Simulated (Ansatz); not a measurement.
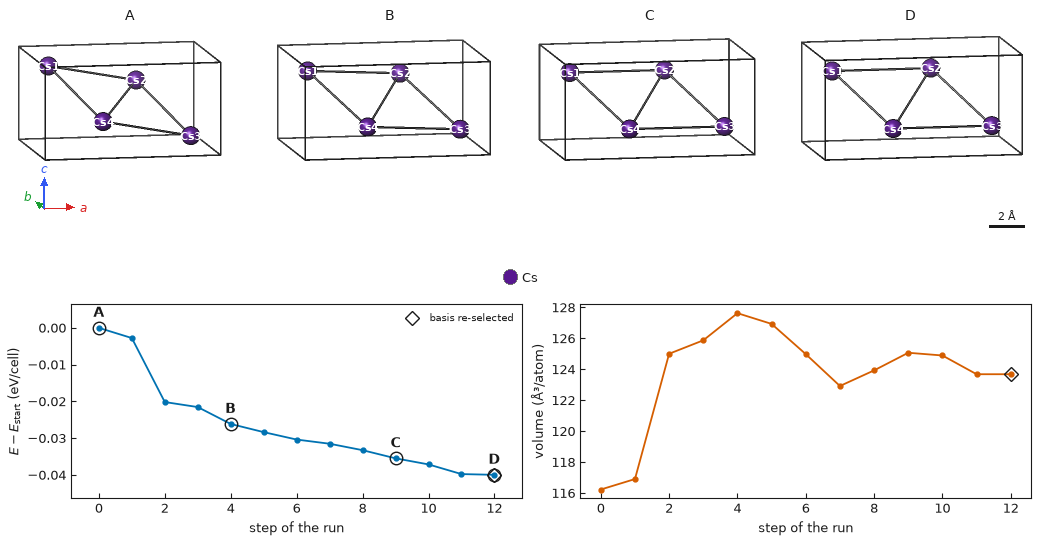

Frames of a relaxation of a crystal of Cs (set up in Pnma), marked on the history of the run. A ball-and-stick model of the cell of the calculation, seen slightly off an axis.

Level of theory: DFT r2SCAN, scalar-relativistic, plane waves, PAW in Ansatz.

The input:
```yaml
crystal:
  lattice:
    - [10.367185, 0.0, 0.0]
    - [0.0, 8.237741, 0.0]
    - [0.0, 0.0, 5.443964]
  atoms:
    - { symbol: Cs, position: [0.131887, 0.75, 0.839231] }
    - { symbol: Cs, position: [0.631887, 0.75, 0.660769] }
    - { symbol: Cs, position: [0.868113, 0.25, 0.160769] }
    - { symbol: Cs, position: [0.368113, 0.25, 0.339231] }
basis:
  ecutwfc: 500
kpoints:
  mp_grid: { grid: [4, 6, 8] }
hamiltonian:
  xc: r2scan
scf:
  occupations: { method: gaussian, width: 0.1 }
output:
  forces: true
  stress: true
  eigenvalues: true
relax:
  adjacent_minimum: "off"
  f_tol: 0.005
  max_steps: 80
  cell: { stress_tol: 0.05 }
```

Run as
```bash
ansatz run input.yaml --threads 1 --pin off --max-ram 2560MiB --backend cpu --events-out ev --progress --plain --runs-dir out
```

### What happens along the run?

After 11 accepted moves (12 points after the start) the energy has fallen by 40.0 meV per cell of the calculation. The largest force component goes from 0.0099 to 0.00028 eV/Å. The pressure goes from 0.14 to 0.00 GPa. At 1 point the geometry stayed and the basis and grid were re-selected for the new cell (energy shift of 0.2 meV per cell of the calculation at most each time). The largest moves relative to the cell, 0.53 Å, are those of Cs1, Cs2, Cs3 and Cs4. Cs3 goes roughly along +c. Cell: a 10.367 → 11.659 Å (+12.5 %), b 8.238 → 7.260 Å (−11.9 %), c 5.444 → 5.845 Å (+7.4 %). Volume +6.4 %. Some distances before and after: Cs1–Cs3 6.171 → 5.494 Å, Cs1–Cs2 5.274 → 5.829 Å, Cs1–Cs1 5.444 → 5.845 Å, Cs1–Cs3 (another image) 5.245 → 5.499 Å. The space group (tolerance 0.01 Å) goes from Pnma (No. 62) to Immm (No. 71). The run took 16 min on 1 thread of Intel(R) Xeon(R) Platinum 8559C (Emerald Rapids), on a shared host, peak memory 1.9 GiB. From step 0 to 4: Cs atoms move most (0.35 Å), volume +9.8 %, energy −26.1 meV per cell of the calculation. From step 4 to 9: Cs atoms move most (0.14 Å), volume −2.0 %, energy −9.3 meV per cell of the calculation. From step 9 to 12: volume −1.1 %, energy −4.5 meV per cell of the calculation.

| step | E − E(0), meV/atom | largest force component, eV/Å | pressure, GPa | volume, Å³/atom | note |
| --- | --- | --- | --- | --- | --- |
| 0 | 0.00 | 0.0099 | 0.14 | 116.232 |  |
| 1 | -0.69 | 0.0098 | 0.12 | 116.908 |  |
| 2 | -5.04 | 0.0089 | -0.01 | 125.006 |  |
| 3 | -5.38 | 0.0085 | -0.02 | 125.876 |  |
| 4 | -6.53 | 0.0050 | -0.05 | 127.631 |  |
| 5 | -7.09 | 0.0045 | -0.04 | 126.937 |  |
| 6 | -7.59 | 0.0056 | -0.01 | 124.983 |  |
| 7 | -7.88 | 0.0058 | 0.02 | 122.923 |  |
| 8 | -8.32 | 0.0024 | 0.01 | 123.932 |  |
| 9 | -8.87 | 0.0017 | -0.01 | 125.072 |  |
| 10 | -9.28 | 0.0019 | -0.01 | 124.895 |  |
| 11 | -9.94 | 0.0003 | 0.00 | 123.684 |  |
| 12 | -9.99 | 0.0003 | 0.00 | 123.684 | same geometry, new basis |
